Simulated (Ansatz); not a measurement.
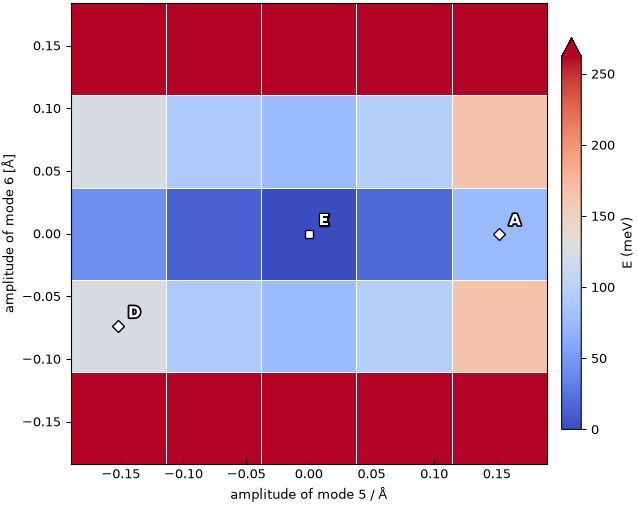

Cu (P6_3/mmc, No. 194; 2 atoms in the cell). 
- The energy is mapped over two normal modes frozen in (zone-centre modes of the 2-atom cell of this scan).
- Coordinates scanned: (1) amplitude of mode 5 (105 cm⁻¹), largest displacement; (2) amplitude of mode 6 (244 cm⁻¹), largest displacement.
- Nothing is relaxed (the cell and all other modes fixed).
- Grid: 5 × 5 points; 15 points were computed and 10 follow by symmetry.
- Points are written as (first, second).
- Energies: meV per cell, counted from the lowest grid point.
- All numbers below come from DFT PBE, scalar-relativistic, plane waves, PAW (Ansatz). Settings: cutoff 520 eV, k-mesh 21×21×10 in the order of the run's cell vectors, gaussian smearing 0.15 eV, no spin polarisation.

The picture shows one coloured cell a grid point, one colour for all values above the top of the scale, lettered points.

> Is A the lowest point of the computed grid?

No. A lies 76 meV above the lowest grid point, which is at (0.000 Å, 0.000 Å).

> Rank the lettered points by energy, lowest first.

E (0 meV), A (76 meV), D (125 meV).

PAW datasets: the set soft_1.
